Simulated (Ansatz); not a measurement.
Geometry relaxation, with input and output: Ru (part 2 of 2)

The same run, continued: Ru (P6/mmm, 3 atoms in the cell); DFT r2SCAN, scalar-relativistic, plane waves, PAW, no spin polarisation (Ansatz 0.2.0); cutoff 500 eV, 6×6×6 k-mesh, Gaussian smearing of 0.1 eV. The structure was built on a prototype by a generator; it need not be a known phase. It belongs to a series of runs on one base structure; here: omega type (P6/mmm, No. 191).

Geometry of the input (Å; fractional positions):
```
4.4642  0.0000  0.0000
-2.2321  3.8661  0.0000
0.0000  0.0000  2.7368
Ru 0.0000  0.0000  0.0000
Ru 0.3333  0.6667  0.5000
Ru 0.6667  0.3333  0.5000
```

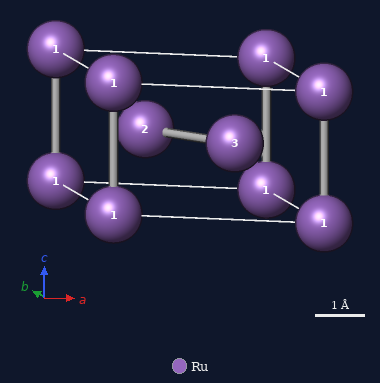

Fig. 1: The structure as given in the input (ball-and-stick view of the cell of the calculation, seen slightly off an axis; atoms are numbered from 1 in the order of the input).

**What the program printed, continued**
```
relax step   4: F+E_penalty+E_count = -17671.22984902 eV  Δ(F+E_penalty+E_count) = -6.452e-4 eV  max|allowed force component| = 3.701e-17 eV/Å  Δτ_max = 0.0000 Å  P = +0.093 GPa  Ω = 41.528 Å³  energy of the carried Pulay correction = +4.150e-3 eV  (5 SCF iters, dr2 threshold 3.00e-7 eV, accepted)
Basis set: ecut = 500 eV, 1047 PW (Γ), exchange–correlation on 128×128×80 points (64 copies of the dense FFT grid, shifted against one another)
Initial wavefunctions: pseudopotential atomic-orbital guess (no wavefunctions were taken with the density)
iter 1 solved again at ethr=7.03e-8 eV; its pass at ethr=3.10e-3 eV (dr2=3.37e-5 eV) is discarded
SCF iter   1: F=-17671.226924 eV  HF=-17671.226912 eV  |F-HF|=1.15e-5  |Δ(HF+E_count)|=         —  Δρ=3.99e-4  dr2=8.60e-6  dr2_τ=9.95e-5  ethr=7.03e-8  ⟨swp⟩=3.0  Hψ=5533  notcnv=0
preconditioner: auto → none  [metal: Δε(μ)=0.023 eV  Ē_g=5.207 eV  σ=0.100 eV  W_gap=0.13  n_scr=8 (ndim 8)  ℏωp=28.2 eV  f_vac=0.000  D(μ)=5.24/eV (n_scr^D=70)]
SCF iter   2: F=-17671.226923 eV  HF=-17671.226921 eV  |F-HF|=2.81e-6  |Δ(HF+E_count)|=   8.40e-6  Δρ=1.94e-4  dr2=2.05e-6  dr2_τ=1.95e-6  ethr=1.79e-8  ⟨swp⟩=2.9  Hψ=1614  notcnv=0
SCF iter   3: F=-17671.226915 eV  HF=-17671.226920 eV  |F-HF|=4.80e-6  |Δ(HF+E_count)|=   5.18e-7  Δρ=8.83e-5  dr2=5.42e-6  dr2_τ=3.83e-7  ethr=4.27e-9  ⟨swp⟩=2.0  Hψ=1148  notcnv=0  recentre
SCF iter   4: F=-17671.226908 eV  HF=-17671.226921 eV  |F-HF|=1.28e-5  |Δ(HF+E_count)|=   5.80e-7  Δρ=1.30e-4  dr2=1.40e-5  dr2_τ=8.68e-7  ethr=4.27e-9  ⟨swp⟩=2.0  Hψ=1142  notcnv=0
SCF iter   5: F=-17671.226920 eV  HF=-17671.226920 eV  |F-HF|=1.22e-8  |Δ(HF+E_count)|=   9.70e-7  Δρ=8.01e-6  dr2=7.24e-9  dr2_τ=4.24e-9  ethr=4.27e-9  ⟨swp⟩=2.0  Hψ=1067  notcnv=0
SCF iter   6: F=-17671.226920 eV  HF=-17671.226920 eV  |F-HF|=3.42e-10  |Δ(HF+E_count)|=   1.39e-8  Δρ=2.76e-6  dr2=1.77e-9  dr2_τ=7.81e-10  ethr=4.00e-12  ⟨swp⟩=5.0  Hψ=3159  notcnv=0
SCF 5 converged in 6 iterations: F = -17671.226920 eV  dr2 = 1.77e-9
relax step   5: F+E_penalty+E_count = -17671.22691971 eV  Δ(F+E_penalty+E_count) = +2.929e-3 eV  max|allowed force component| = 3.392e-17 eV/Å  Δτ_max = 0.0000 Å  P = +0.023 GPa  Ω = 41.528 Å³  stress off target by 2.33e-2 GPa  SCF on the basis re-selected at this cell (its energy is not comparable with the rows above)  (6 SCF iters)
```

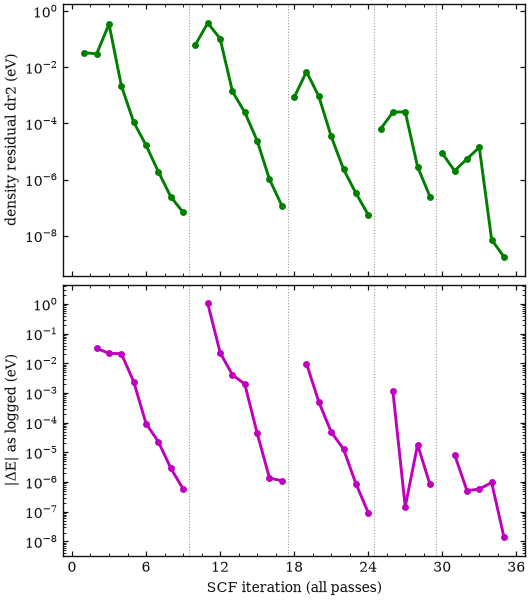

Fig. 2: Convergence of the self-consistent field: density residual dr2 and size of the energy change against the SCF iteration. The dotted lines part the SCF passes of the relaxation: geometry steps, rejected trials and re-solves on a re-selected basis. The 5 passes take 5 to 9 iterations each, 35 in all.

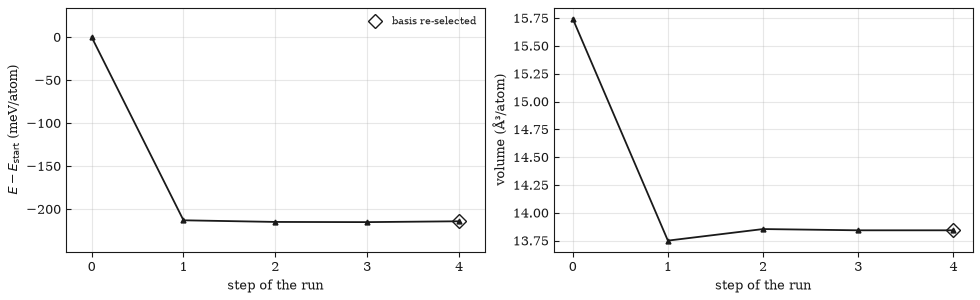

Fig. 3: Progress of the relaxation, step by step (the first geometry is step 0 here and step 1 in the log).

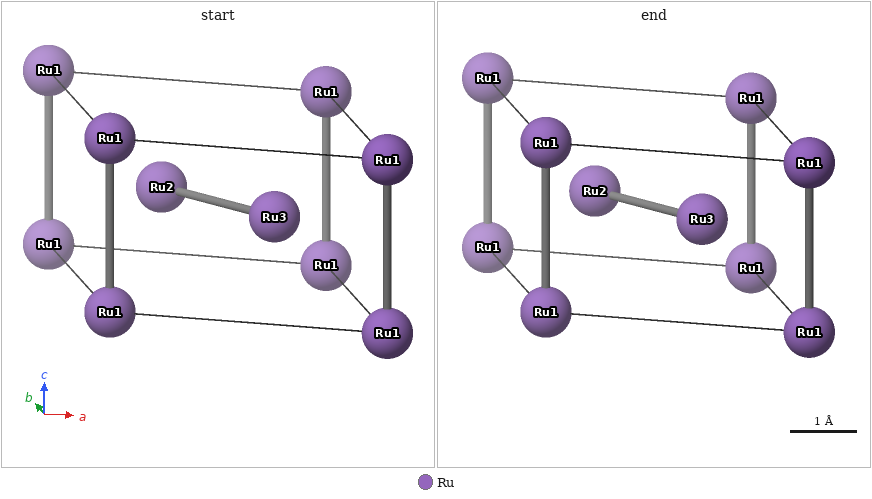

Fig. 4: Before (left) and after (right) the relaxation, at one scale (ball-and-stick view of the cell of the calculation, seen slightly off an axis). No atom moves by more than 0.005 Å relative to the cell. The drawn cell changes as follows: a = b 4.464 → 4.237 Å (−5.1 %), c 2.737 → 2.671 Å (−2.4 %); the volume changes by −12.1 %. Distances before and after: Ru2–Ru3 2.577 → 2.446 Å, Ru1–Ru1 2.737 → 2.671 Å. The space group stays P6/mmm (No. 191). Over 3 geometry steps the energy falls by 215 meV per atom. All forces vanish by symmetry, so only the cell relaxes. The pressure goes from −30.22 to 0.02 GPa. A last SCF at the same geometry on a re-selected plane-wave basis shifts the energy by +1.0 meV per atom. (Atoms are counted from 1 in the order of the input.)

```
basis re-selected at this cell: Δ(F+E_penalty+E_count) = +2.929e-3 eV, ΔP = -0.070 GPa vs the last step (what re-selecting the basis moved, of the pressure what is left beyond the Pulay correction that the steps carried, after the strain that the cell walked since its last selection, with what the two solves' SCF thresholds leave and, on support functions, any second-order correction that the steps lacked; it is no measure of the basis error at this ecutwfc). The dense FFT grid was sized anew with the basis: this SCF ran on 32×32×20 points, the steps before it on 36×36×20, so part of this shift can come from that change (see relax.cell in the input reference). This SCF's stress stands 2.33e-2 GPa from its target on what of the cell is left free (relax.cell.stress_tol is 4.00e-1 GPa) and its largest allowed force component is 3.39e-17 eV/Å (relax.f_tol is 4.00e-2 eV/Å): within both
SCF converged after 6 iterations
Free energy (F): -17671.226920 eV
Harris-Foulkes:  -17671.226920 eV  (|F-HF|=3.42e-10)
Internal energy: -17671.200742 eV  (E = F + TS)
E sigma→0 (E₀):  -17671.213831 eV
Entropy (-TS):   -0.026178 eV (-8.726 meV/atom)
Fermi energy:    23.062875 eV
--- Per-component energies (eV) ---
  E_band       = -229.437859
  E_kinetic    = 1542.735613
  E_local      = -3860.057791  (includes V_loc(G=0)·N_el)
  E_nonlocal   = 1030.186131
  E_hartree    = 1243.603040
  E_xc         = -552.105308
  E_vxc        = -799.780007  (∫ρ·V_xc dr)
  E_paw        = -10437.260436  (= ΣΔE_a)
  E_vpaw       = -686.019940  (= ΣTr[D̂ρ^β])
  E_aug_tail   = 0.000262  (compensation charges beyond the density's cutoff)
  E_vtau       = 56.289071  (kinetic-family band-sum trace: ∫τ·v_τ [+ j·A + Jᵃ·Aᵃ] dr)
  E_ewald      = -6637.369387
  E_core_change = -0.932867  (= ΣΔE_core)
  E_smearing   = -0.026178  (= −TS)
  E_closure    = -0.000000  (closes the sum)
  Σ components = -17671.226920   (vs F -17671.226920, Δ=0.00e0)
--- Forces (eV/Å), atoms counted from 1 ---
  atom   1  Ru     0.00000000     0.00000000     0.00000000
  atom   2  Ru     0.00000000    -0.00000000    -0.00000000
  atom   3  Ru     0.00000000     0.00000000     0.00000000
  max |Σ_I F_I| component: 3.70e-17 eV/Å
--- Stress (GPa, compression-positive) ---
        0.023297      -0.000000       0.000000
        0.000000       0.023297       0.000000
        0.000000       0.000000       0.022867
  P = ⅓ Tr σ = 0.0232 GPa (0.232 kbar)
--- Band table (eV; the first three rows and the last of 28) ---
  k-point 0: bands = ["-52.4602", "-52.1566", "-52.1521", "-22.0169", "-22.0169", "-21.5603", "-21.5603", "-21.3100", "-21.0339", "-20.9930", "-20.9229", "-20.9229", "14.6623", "16.6905", "19.4310", "19.4310", "19.4904", "19.4904", "19.5478", "20.1118", "20.8129", "20.8129", "21.5039", "21.5039", "21.6131", "21.6131", "24.7709", "24.7709", "32.8682"]
  k-point 1: bands = ["-52.4371", "-52.1458", "-52.1362", "-21.9976", "-21.9976", "-21.5111", "-21.5111", "-21.4577", "-21.1809", "-21.1676", "-20.9428", "-20.9428", "15.4246", "17.4592", "18.5268", "18.5268", "18.8350", "18.8350", "20.5612", "20.5612", "20.6716", "20.9291", "21.6538", "21.6538", "22.4669", "22.4669", "24.4854", "24.4854", "33.4327"]
  k-point 2: bands = ["-52.3898", "-52.1252", "-52.1041", "-21.9586", "-21.9586", "-21.7424", "-21.5120", "-21.4688", "-21.3942", "-21.3942", "-21.0010", "-21.0010", "17.0806", "17.2173", "17.2173", "17.8281", "17.8281", "19.0051", "20.6655", "20.6655", "21.2770", "21.2770", "23.3621", "23.4012", "23.4012", "23.4832", "24.3737", "24.3737", "30.7430"]
  k-point 27: bands = ["-52.2279", "-52.2279", "-52.1151", "-22.1995", "-21.8234", "-21.8234", "-21.5295", "-21.4978", "-21.4978", "-21.2359", "-21.2359", "-20.9270", "16.3715", "17.9773", "18.1909", "18.1909", "18.7475", "18.7475", "19.8653", "19.8653", "20.9086", "20.9086", "22.1783", "24.1969", "24.9621", "25.1027", "25.1027", "25.9706", "29.1928"]
--- Relaxed structure (4 steps of the walk, 4 accepted, 1 SCFs on fresh bases) ---
  F+E_penalty+E_count = -17671.22691971 eV   max|allowed force component| = 3.392e-17 eV/Å   (the final SCF, on the basis selected at the relaxed cell)
  cell:  # Å, volume = 41.5281 Å³
    - [4.236950002262838, -3.964136488046445e-33, 0.0]
    - [-2.118475001131419, 3.6693063365241527, -5.356702382249149e-18]
    - [0.0, -3.791911237324469e-18, 2.671187592573025]
  atoms:
    - { symbol: Ru, position: [9.863243719881386e-36, -6.296091039546101e-35, 0.0] }
    - { symbol: Ru, position: [0.33333333333333337, 0.6666666666666667, 0.5000000000000001] }
    - { symbol: Ru, position: [0.6666666666666667, 0.33333333333333337, 0.5000000000000001] }
```
